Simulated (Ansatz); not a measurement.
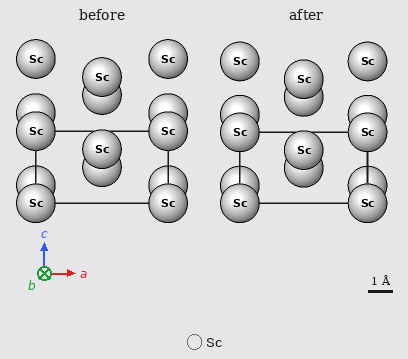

The structure of crystalline Sc (built on the beta-tin_141 type) before (left) and after (right) a relaxation, at one scale.

Style: spheres-only. Shown: the conventional cell (2 times the calculation's cell), repeated 1 × 1 × 2 with one cell outlined, along the b axis. Lengths and directions refer to the drawn axes.

Case: beta-tin type (I4_1/amd, No. 141).

Level of theory: DFT PBEsol, scalar-relativistic, plane waves, PAW (Ansatz). Set-up: plane-wave cutoff 420 eV; k-point mesh 20 × 20 × 20; occupations gaussian; smearing width 0.1 eV; no spin polarisation; cell and atoms relaxed; force threshold 0.01 eV/Å; at most 80 steps.

### What changed between the two?

The energy falls by 50.5 meV per cell of the calculation in 3 accepted moves (4 points after the start). All forces vanish by symmetry, so only the cell relaxes. The pressure goes from −3.49 to 0.00 GPa. At 1 point the geometry stayed and the basis and grid were re-selected for the new cell (energy shift of 0.3 meV per cell of the calculation at most each time). The atoms keep their places relative to the cell (all moves are under 0.005 Å). The drawn cell changes as follows: a = b 5.731 → 5.533 Å (−3.5 %), c 3.127 → 3.074 Å (−1.7 %); the volume changes by −8.4 %. Some distances before and after: Sc–Sc 2.970 → 2.871 Å, Sc–Sc 3.127 → 3.074 Å. The space group stays I4_1/amd (No. 141).
